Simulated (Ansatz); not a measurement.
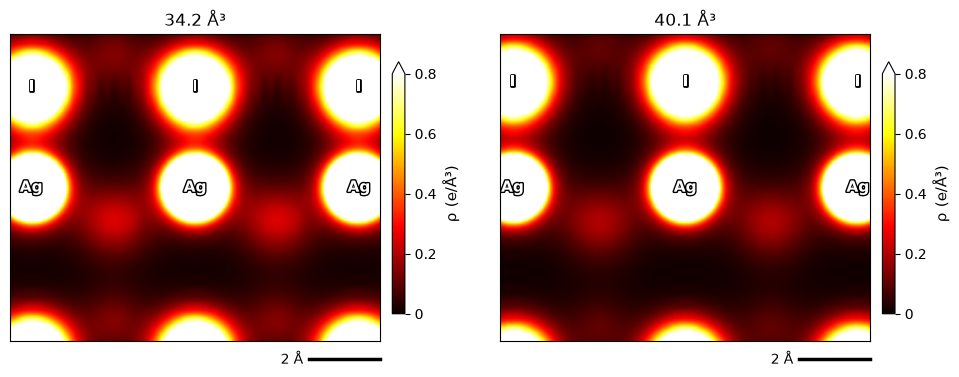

AgI. The valence electron density of cells scaled evenly to different volumes (given per atom above each panel), on the (010) plane of each (indices in the axes of the cell below), at one length scale and on one colour scale.

Theory: DFT PBE, scalar-relativistic, plane waves, PAW in Ansatz 0.2.0.

In a PAW calculation such maps are meaningful between the atoms, not at the nuclei.

The largest cell:

```cif
data_structure
_symmetry_space_group_name_H-M 'P 1'
_symmetry_Int_Tables_number 1
_cell_length_a 4.8371
_cell_length_b 4.8371
_cell_length_c 7.9119
_cell_angle_alpha 90.000
_cell_angle_beta 90.000
_cell_angle_gamma 120.000
_cell_volume 160.32
loop_
_atom_site_label
_atom_site_type_symbol
_atom_site_fract_x
_atom_site_fract_y
_atom_site_fract_z
_atom_site_occupancy
Ag1 Ag 0.66667 0.33333 0.62766 1
Ag2 Ag 0.33333 0.66667 0.12766 1
I1 I 0.66667 0.33333 0.00234 1
I2 I 0.33333 0.66667 0.50234 1
```

| volume (Å³/atom) | Ag–I contact in the plane (Å) | ρ at its midpoint (e/Å³) | pressure (GPa) | gap on the mesh (eV) | 
| --- | --- | --- | --- | --- |
| 34.25 | 2.813 | 0.339 | 1.9 | 1.37 | 
| 36.44 | 2.872 | ? | ? | ? | 
| 40.08 | 2.964 | 0.264 | −1.9 | 1.37 | 

Estimate the missing row, and compare with the calculation.

Answer. Over the known rows ln ρ falls by 1.66 per Å of Ag–I distance (the line through the two), which gives 0.307 e/Å³ at 2.872 Å; the calculation gives 0.309 e/Å³. For the pressure, a straight line in volume between the neighbouring rows gives 0.5 GPa; the calculation gives 0.0, lower because pressure rises ever faster on compression. For the gap on the mesh, a straight line in volume between the neighbouring rows gives 1.37 eV; the calculation gives 1.37.
